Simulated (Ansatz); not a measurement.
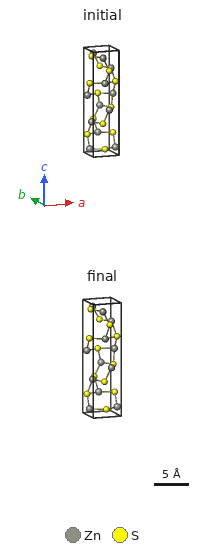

The structure of a crystal of ZnS (a generated structure, set up in P4_12_12) (coarse preliminary run) before (top) and after (bottom) a relaxation, at one scale.

Style: ball-and-stick. Shown: the cell of the calculation, slightly off an axis.

All numbers below come from Ansatz, DFT PBE, scalar-relativistic, plane waves, PAW. Settings: plane-wave cutoff 420 eV; k-point mesh 4 × 4 × 1; occupations gaussian; smearing width 0.1 eV; no spin polarisation; cell and atoms relaxed; force threshold 0.04 eV/Å; at most 70 steps.

What changed between the two?

Answer. After 5 accepted moves (6 points after the start) the energy has fallen by 379 meV per atom. The largest force component goes from 2.7 to 0.005 eV/Å. Pressure: 28.98 GPa at the start and 0.11 GPa at the end. At 1 point the geometry stayed and the basis and grid were re-selected for the new cell (energy shift of 3.2 meV per atom at most each time). The largest moves relative to the cell, 0.18 Å, are those of Zn atoms. By element the largest moves are Zn 0.18 Å, S 0.13 Å. Cell: a = b 4.034 → 4.358 Å (+8.0 %), c 15.749 → 17.017 Å (+8.1 %). Volume +26.1 %. Near-neighbour distances that change, for instance: S–S 2.901 → 3.334 Å, S–Zn 2.067 → 2.376 Å, S–Zn 2.270 → 2.490 Å, S–Zn 2.252 → 2.371 Å. Bond angles that change, for instance: S–Zn–S 137.1° → 132.6°, Zn–S–Zn 83.8° → 80.2°, Zn–S–Zn 109.1° → 111.8°. The space group stays P4_12_12 (No. 92). The run took 110 s on 1 thread of Intel(R) Xeon(R) Processor @ 2.70GHz, with other jobs on the host, peak memory 0.59 GiB.
